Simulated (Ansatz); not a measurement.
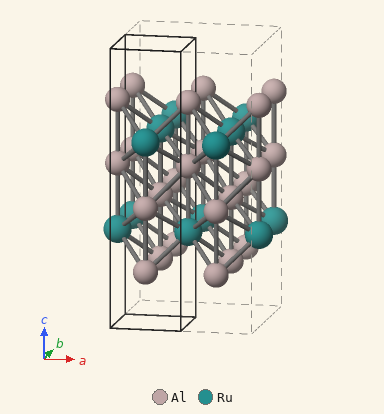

We look at a ball-and-stick model of the crystal slightly off an axis. The picture spans 2×2×1 cells, one conventional unit cell being drawn with solid lines. Cell: a = 3.073 Å, b = 3.073 Å, c = 12.126 Å, α = 90.00°, β = 90.00°, γ = 90.00°.

Notes on the structure:

Formula: Al2Ru. It is primitive tetragonal, space group P4/nmm (No. 129). Content of the cell: 4 Al, 2 Ru (Z = 2). Counting contacts within bonding distance, the coordination numbers are Al 5 to 10 (mean 7.5) and Ru 9. Not all metal-metal contacts are counted.

The cell started as a structure listed in the Materials Project, from which a slab was cut. Earlier steps of the study, as a rule a relaxation of our own, may have changed the cell and positions, so they can lie some per cent off the listed ones. A calculation with Ansatz used it as input.

At this level of theory the run's own cell isn't at rest (forces up to 0.9 eV/Å), so its distances can differ from those at equilibrium, the more so the softer the solid.
